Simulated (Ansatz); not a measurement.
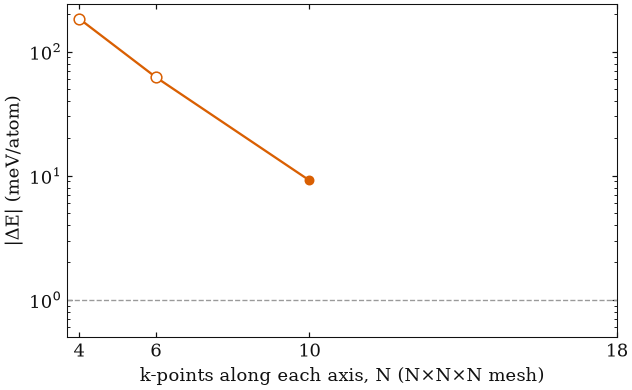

One cell, run at 4 values of the k-point mesh.
I (Pm-3m, 1 atom in the cell); DFT, PBE, all-electron LAPW, scalar-relativistic in Ansatz 0.2.0; cutoff 142.08 eV, Fermi–Dirac smearing of 0.05 eV.
ΔE is the free energy less its value at the densest setting, 18×18×18.
Dashed lines or grey bands mark the tolerance: 1 meV/atom.
On logarithmic panels, open markers lie below the reference value and filled ones above.

From which setting is the free energy converged to 1 meV/atom?

The free energy at the last setting but one, 10×10×10, is still more than 1 meV/atom from the densest setting's value, so the scan doesn't show it converged. It is off by 180 meV/atom at 4×4×4, 62 meV/atom at 6×6×6 and 9.2 meV/atom at 10×10×10 (on both sides of it).
